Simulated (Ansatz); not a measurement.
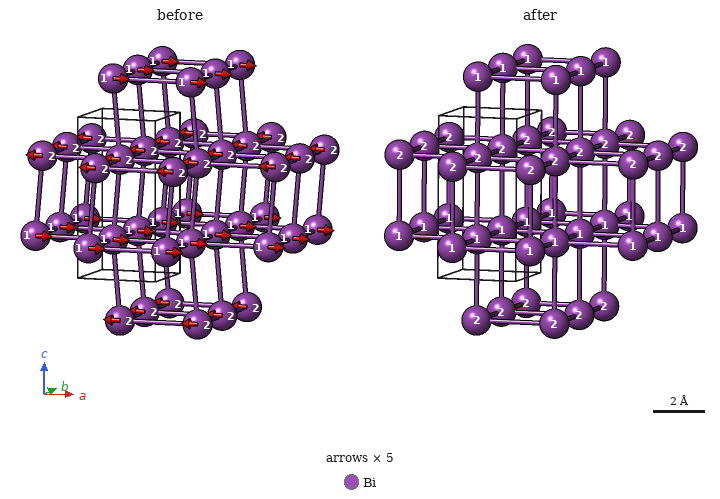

The structure of a crystal of Bi (set up in P2/m) before (left) and after (right) a relaxation, at one scale. The red arrows give the displacements (the part carried along by the change of the cell is left out), 5 times their true length.

A ball-and-stick model of the cell of the calculation, repeated 2 × 2 × 1 with one cell outlined, seen slightly off an axis.

All numbers below come from Ansatz, DFT r2SCAN, scalar-relativistic, plane waves, PAW. Settings: plane-wave cutoff 500 eV; k-point mesh 14 × 14 × 8; occupations gaussian; smearing width 0.1 eV; no spin polarisation; cell and atoms relaxed; force threshold 0.005 eV/Å; at most 80 steps.

Q: What changed between the two?

A: Over 5 accepted moves (6 points after the start) the energy falls by 4.6 meV per atom. Largest force component: 0.014 eV/Å at the start, 0.00051 eV/Å at the end. The pressure goes from 1.14 to 0.01 GPa. At 1 point the geometry stayed and the basis and grid were re-selected for the new cell (energy shift of 0.1 meV per atom at most each time). The largest moves relative to the cell, 0.14 Å, are those of Bi1 and Bi2. Bi1 goes along +a. The drawn cell changes as follows: a 3.238 → 3.252 Å (+0.4 %), b 3.222 → 3.252 Å (+0.9 %), c 6.444 → 6.504 Å (+0.9 %), β 90.7° → 90.0°; the volume changes by +2.3 %. Among the contacts that change: Bi1–Bi1 3.222 → 3.252 Å, Bi1–Bi2 3.226 → 3.252 Å. Among the angles between lasting bonds that change: Bi2–Bi1–Bi2 169.8° → 180.0°, Bi1–Bi1–Bi2 95.8° → 89.9°, Bi1–Bi1–Bi2 84.2° → 90.1°. The space group (tolerance 0.01 Å) goes from P2/m (No. 10) to Pm-3m (No. 221). The run took roughly 10 core-minutes on a shared host.
